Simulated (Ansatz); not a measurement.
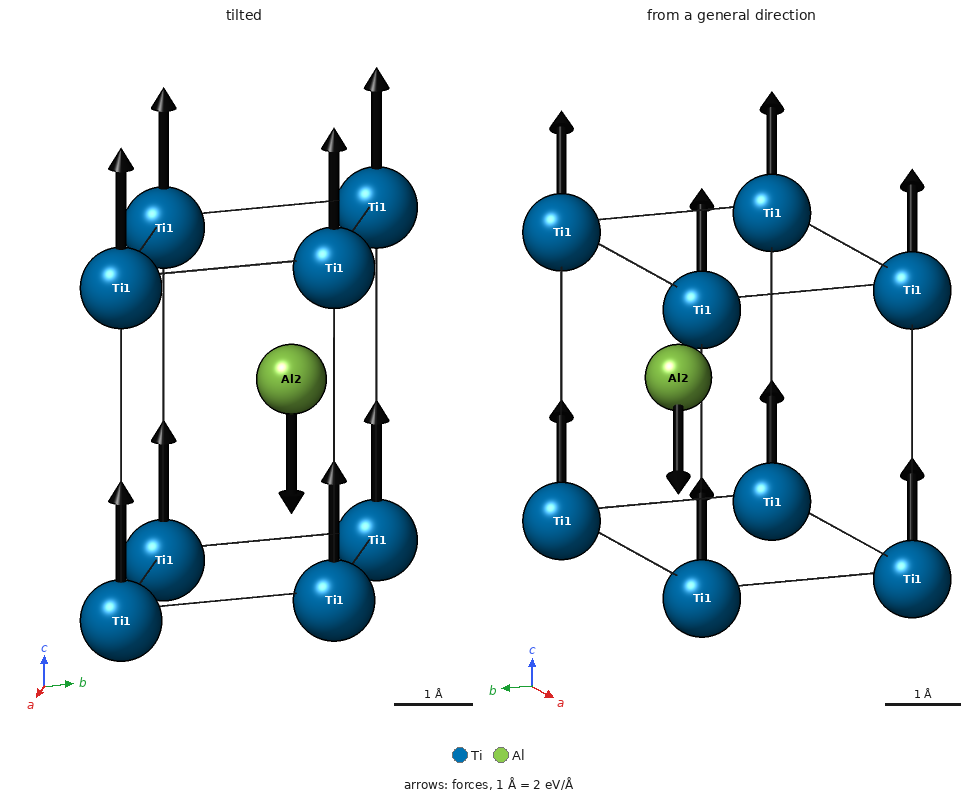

Shown here is a spheres-only view of the crystal, taken slightly off an axis and from a general direction. The simulation cell is drawn as a box. The arrows are the computed forces on the atoms.

System: TiAl. Results below were computed with DFT PBEsol, scalar-relativistic, plane waves, PAW in Ansatz; the settings were plane waves up to 420 eV, k-point mesh 15×15×8, Gaussian smearing of 0.1 eV, no spin polarisation.

Has this structure been optimised to equilibrium?

No. The atoms still feel forces of up to about 2.8 eV/Å, far above a usual threshold of 0.01 to 0.03 eV/Å.

Which atom feels the largest force?

Ti1 and Al2, about 2.8 eV/Å.

The structure was taken from a structure listed in the Materials Project. The cell was then strained or its atoms displaced on purpose. Ansatz was used for an electronic-structure calculation on it.
